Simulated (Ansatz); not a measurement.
**Si3Ni: density, localisation and related maps**

Input file:

```
crystal:
  lattice:
    - [0.0, 3.2598496054, 3.2598496054]
    - [3.2598496054, 0.0, 3.2598496054]
    - [3.2598496054, 3.2598496054, 0.0]
  atoms:
    - { symbol: Si, position: [0.25, 0.25, 0.25] }
    - { symbol: Si, position: [0.75, 0.75, 0.75] }
    - { symbol: Si, position: [0.5, 0.5, 0.5] }
    - { symbol: Ni, position: [0.0, 0.0, 0.0] }
basis:
  ecutwfc: 420
kpoints:
  mp_grid: { grid: [12, 12, 12] }
hamiltonian:
  xc: pbe
scf:
  occupations: { method: gaussian, width: 0.1 }
  lower_state_search: "off"
output:
  forces: true
  stress: true
  eigenvalues: true
  write_density: true
  write_potential: true
  elf: true
  volumetric_format: npy
```

Launched as:

```sh
ansatz run input.yaml --threads 1 --pin off --max-ram 2560MiB --backend cpu --events-out ev --progress --plain --runs-dir out
```

Below, planes, directions and counts refer to the conventional cell (a = 6.52 Å, b = 6.52 Å, c = 6.52 Å, α = 90.00°, β = 90.00°, γ = 90.00°).

Space group Fm-3m; started from the BiF3 (D0_3) prototype, which need not be the ambient phase; computed pressure about −17 GPa in this cell; computed without spin polarisation.

Method: DFT PBE, scalar-relativistic, plane waves, PAW in Ansatz.

Core electrons are frozen (PAW), and the valence fields are smoothed inside the atomic spheres.

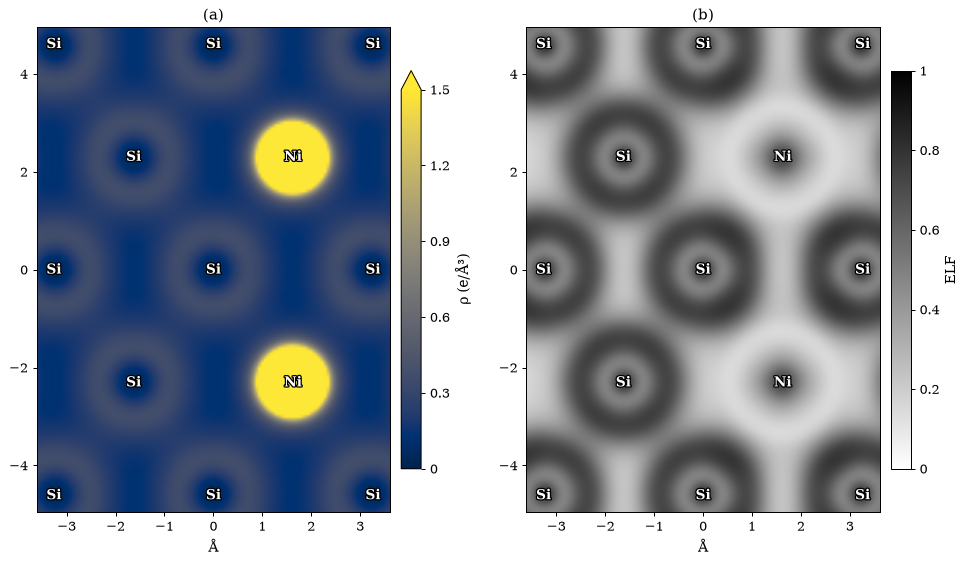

Figure 1. (a) valence electron density; (b) electron localisation function on the (110) plane of the conventional cell.

> Describe what can be read from this map.

Atoms in the plane: Si and Ni.
Si–Ni (2.82 Å): ρ at the midpoint is about 0.21 e/Å³; the ELF peaks at about 0.80 in the valence shell of Si, 0.9 Å from its nucleus, and is about 0.40 at the midpoint.
Between the atoms the lowest density in this plane is 0.13 e/Å³.
The features right at Ni lie inside the PAW spheres, where the map follows smoothed inner orbitals and isn't to be read closely.

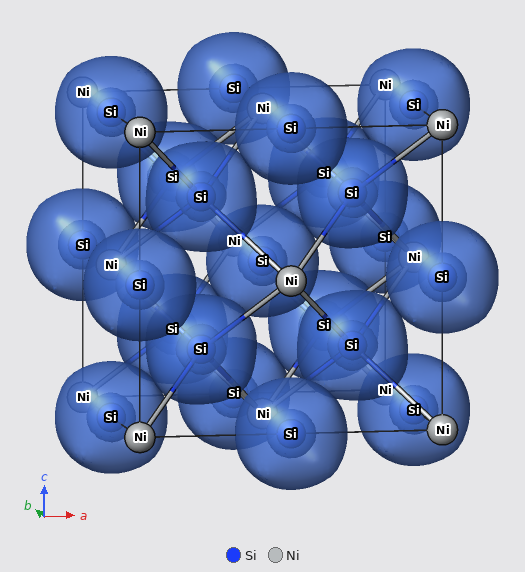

Figure 2. Isosurface of the electron localisation function at 0.55 (blue), seen slightly off an axis. Core shells and regions of very low density are left out. Sticks mark near contacts.

> What do the ELF domains correspond to?

At this value the surface marks out twelve regions wrapped around Si (the valence shell of each) and twelve small core shells on Si, counted in one cell of 16 atoms. Any copies at cell faces, edges or corners count once.

> Does the calculation give a band gap?

It is metallic or semimetallic at this level of theory: no gap opens.
